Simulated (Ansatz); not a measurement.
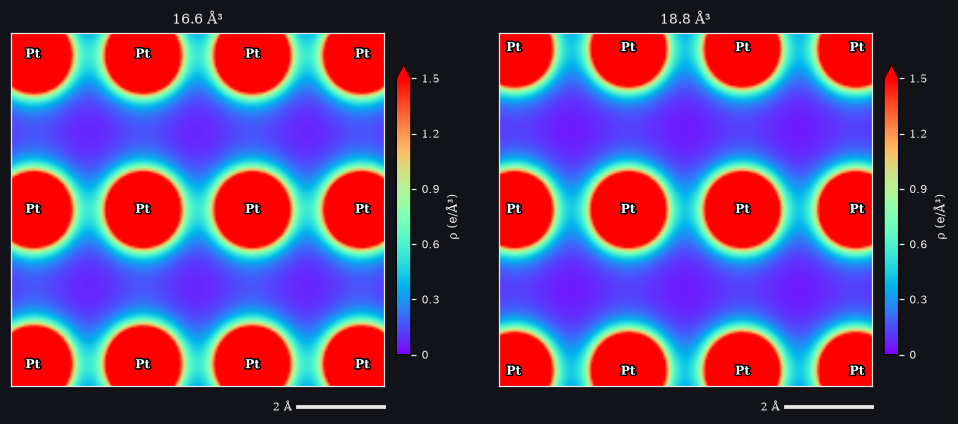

Pt. The valence electron density of cells scaled evenly to different volumes (given per atom above each panel), on the (110) plane of each (indices in the axes of the cell below), at one length scale and on one colour scale.

A generated structure, not necessarily the stable one; the program warned that a starting moment wasn't kept; spin-polarised, but the moments vanished.

Theory: Ansatz 0.2.0, DFT, PBE, plane waves (420 eV) with PAW, scalar-relativistic.

In a PAW calculation such maps are meaningful between the atoms, not at the nuclei.

The largest cell:

```cif
data_structure
_symmetry_space_group_name_H-M 'P 1'
_symmetry_Int_Tables_number 1
_cell_length_a 2.6591
_cell_length_b 2.6591
_cell_length_c 2.6591
_cell_angle_alpha 90.000
_cell_angle_beta 90.000
_cell_angle_gamma 90.000
_cell_volume 18.80
loop_
_atom_site_label
_atom_site_type_symbol
_atom_site_fract_x
_atom_site_fract_y
_atom_site_fract_z
_atom_site_occupancy
Pt1 Pt 0.00000 0.00000 0.00000 1
```

| volume (Å³/atom) | Pt–Pt contact in the plane (Å) | ρ at its midpoint (e/Å³) | pressure (GPa) | 
| --- | --- | --- | --- |
| 16.63 | 2.553 | 0.556 | 19.1 | 
| 18.08 | 2.625 | ? | ? | 
| 18.80 | 2.659 | 0.445 | −6.6 | 

Question: Estimate the missing row, and compare with the calculation.

Answer: Over the known rows ln ρ falls by 2.10 per Å of Pt–Pt distance (the line through the two), which gives 0.478 e/Å³ at 2.625 Å; the calculation gives 0.476 e/Å³. For the pressure, a straight line in volume between the neighbouring rows gives 1.9 GPa; the calculation gives −0.2, lower because pressure rises ever faster on compression.
